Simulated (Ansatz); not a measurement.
Take the following structure.

```
CELL_PARAMETERS angstrom
2.74234 0.00000 0.00000
-1.37117 2.37493 0.00000
0.00000 0.00000 2.49207
ATOMIC_POSITIONS crystal
Mo 0.00000 0.00000 0.00000
```

Question: Describe what this structure looks like.

Answer: The element is molybdenum. The structure has P6/mmm (No. 191) symmetry and a primitive hexagonal lattice. In terms of structure types, this is simple hexagonal. The cell holds one atom. Neighbours within bonding distance: Mo 8.

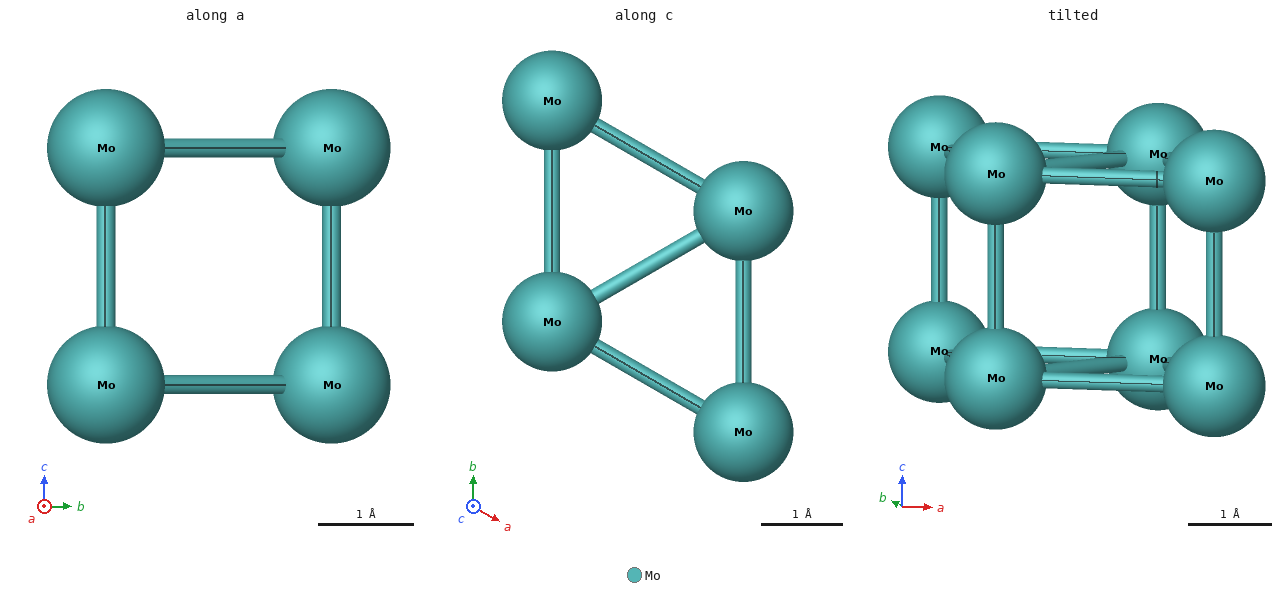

We look at a ball-and-stick model of the crystal along the a axis, along the c axis and slightly off an axis. Lines trace the edges of the conventional unit cell.

The initial geometry was a structure listed in the Materials Project. Earlier steps of the study, as a rule a relaxation of our own, may have changed the cell and positions, so they can lie some per cent off the listed ones. Ansatz was used for an electronic-structure calculation on it.
